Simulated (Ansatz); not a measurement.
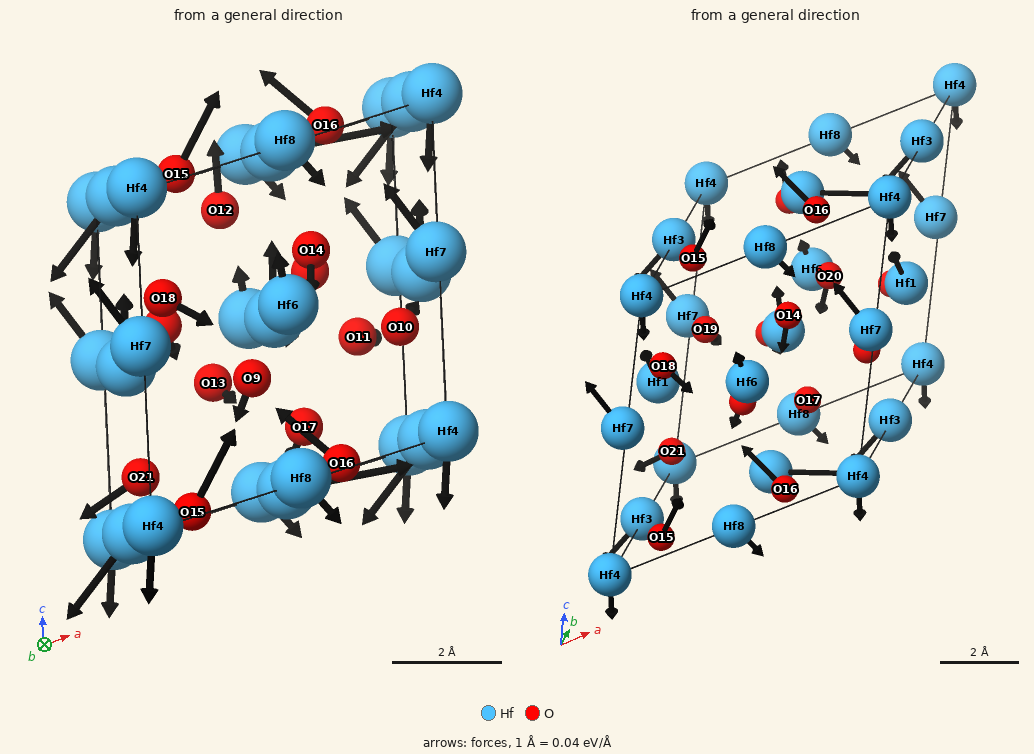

View from two general directions, drawn as a spheres-only model. Atoms at the boundary of the cell (the run's own, in a reduced setting) (the box) are drawn once for each face, edge or corner they touch. The arrows are the computed forces on the atoms.

System: Hf8O13. Electronic-structure method: DFT PBE, scalar-relativistic, plane waves, PAW in Ansatz. Parameters: a basis cut at 420 eV, k-points about 0.18 Å⁻¹ apart, Gaussian smearing of 0.02 eV, no spin polarisation.

### Are the forces small enough to call this converged?

No. The atoms still feel forces of up to about 0.075 eV/Å, above a usual threshold of 0.01 to 0.03 eV/Å.

### Where is the maximum force, and how large is it?

Hf2, about 0.075 eV/Å.

Provenance: a structure type filled with these elements by a generator (whether the compound takes this form wasn't checked). Earlier steps of the study, as a rule a relaxation of our own, may have changed the cell and positions, so they can lie some per cent off the listed ones. It was run through Ansatz as a DFT input.
